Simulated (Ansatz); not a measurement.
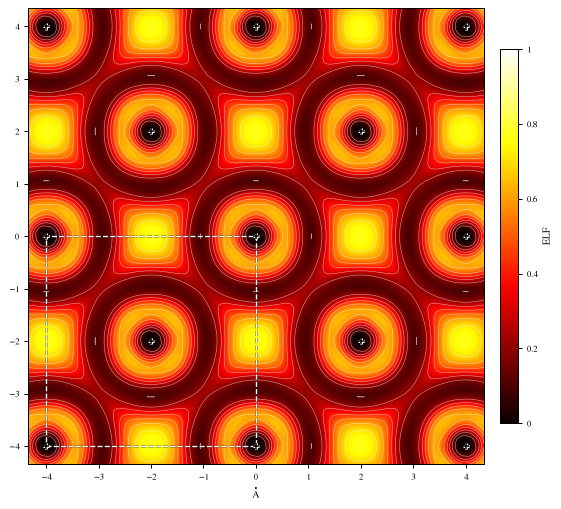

The electron localisation function on a plane through atoms (crosses mark nuclei in the plane).

These are results of DFT, PBE, plane waves (420 eV) with PAW, scalar-relativistic in Ansatz 0.2.0, not measurements.

Candidates:
A. Pt, a = 5.77 Å, b = 5.77 Å, c = 5.77 Å, α = 90.00°, β = 90.00°, γ = 90.00°. Space group Fd-3m; set up as Pt, diamond; a generated structure, not necessarily the stable one; changed on purpose from its base cell (volume × 1.0); spin-polarised.
B. Ti, a = 4.00 Å, b = 4.00 Å, c = 4.00 Å, α = 90.00°, β = 90.00°, γ = 90.00°. Space group Fm-3m; set up as Ti, fcc; a generated structure, not necessarily the stable one; changed on purpose from its base cell (volume × 0.92); computed pressure about 10 GPa in this cell; the program warned that a starting moment wasn't kept; spin-polarised, but the moments vanished.

Q: Which candidate gave the map?

A: Candidate B: Ti on the (001) plane of the conventional cell, which holds Ti. Ti–Ti (2.83 Å): the ELF is about 0.20 at the midpoint; no localised pair shows between them.
